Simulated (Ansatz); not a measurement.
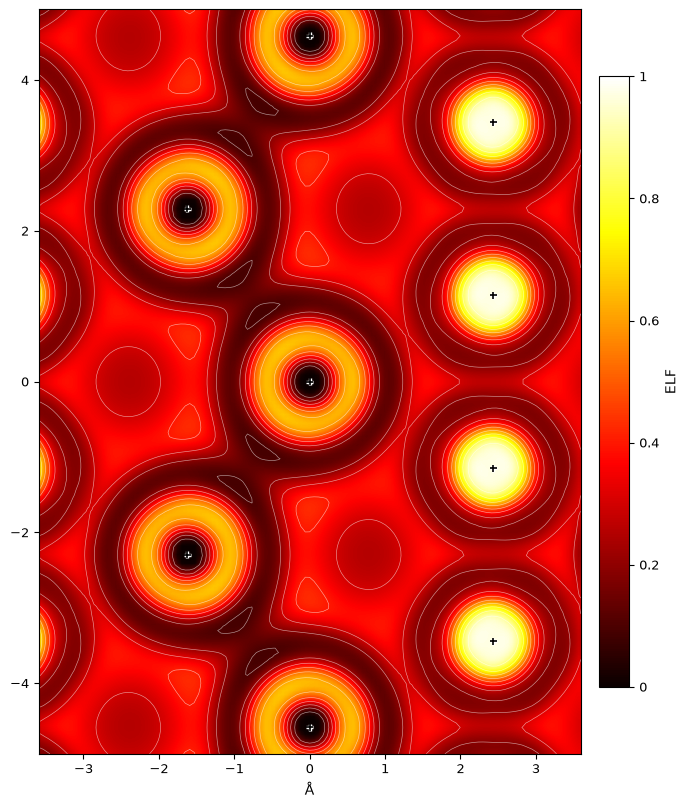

The electron localisation function on a plane through atoms (crosses mark nuclei in the plane).

These are results of DFT LDA, scalar-relativistic, plane waves, PAW in Ansatz 0.2.0, not measurements.

Candidates:
A. TiCo₂, a = 6.49 Å, b = 6.49 Å, c = 6.49 Å, α = 90.00°, β = 90.00°, γ = 90.00°. Space group Fd-3m; the program warned that a starting moment wasn't kept; spin-polarised, but the moments vanished.
B. SiO₂, a = 4.75 Å, b = 4.75 Å, c = 7.49 Å, α = 90.00°, β = 90.00°, γ = 90.00°. Space group I-42d; computed pressure about −3 GPa in this cell.

**Which candidate gave the map?**

Candidate A: TiCo₂ on the (011) plane of the conventional cell, which holds Ti and Co. Co–Co (2.29 Å): the ELF is about 0.25 at the midpoint (no shared electron pair shows on this line). Ti–Co (2.69 Å): the ELF is about 0.30 at the midpoint (no shared electron pair shows on this line).
